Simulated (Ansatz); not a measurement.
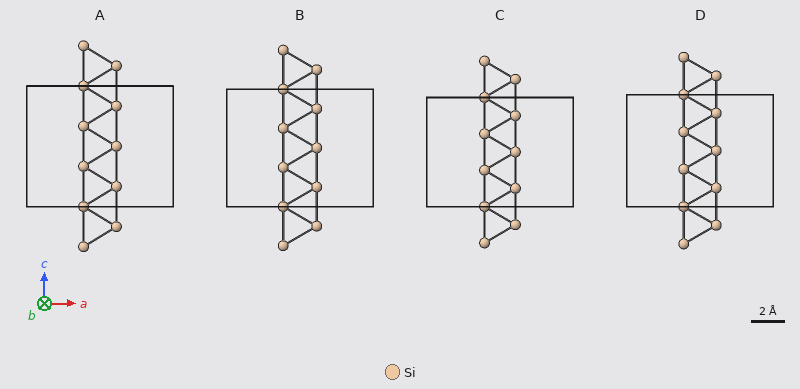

4 geometries from one relaxation of a wire of composition Si, in shuffled order. The picture is a ball-and-stick view of the 3 repeat of the cell, with the vacuum cut short, seen along the b axis.

Case: strip chain of atoms.

Level of theory: Ansatz 0.2.0, DFT PBE, scalar-relativistic, plane waves, PAW. (plane-wave cutoff 420 eV; k-point mesh 1 × 1 × 28; occupations gaussian; smearing width 0.05 eV; collinear spin; cell relaxed at fixed a, b, alpha, beta, gamma; force threshold 0.01 eV/Å; at most 45 steps)

**Order the frames from highest to lowest energy.**

C, D, B, A. They are steps 0, 1, 2, 15, at +0.523 eV per cell of the calculation, +0.159 eV per cell of the calculation, +16.3 meV per cell of the calculation relative to the last. After 11 accepted moves (15 points after the start) the energy has fallen by 0.523 eV per cell of the calculation. The largest force component goes from 3 to 0.00052 eV/Å. The line search rejected the trial steps at points 5, 11, 12 of the run. At 1 point the geometry stayed and the basis and grid were re-selected for the new cell (energy shift of 1.7 meV per cell of the calculation at most each time). The largest moves relative to the layer's centre, 0.062 Å, are those of Si atoms. Along the periodic axis the drawn cell goes c 6.778 → 7.490 Å (+10.5 %). Among the contacts that change: Si–Si 2.259 → 2.497 Å, Si–Si 2.226 → 2.393 Å. The program noted that the starting moments weren't kept. Cost: 3.3 min on 2 threads of Intel(R) Xeon(R) Processor @ 2.50GHz (Skylake/Cascade Lake) (shared host), peak memory 0.52 GiB.

Limits of the set-up: the k-point mesh is coarse for a cell with partly filled bands.
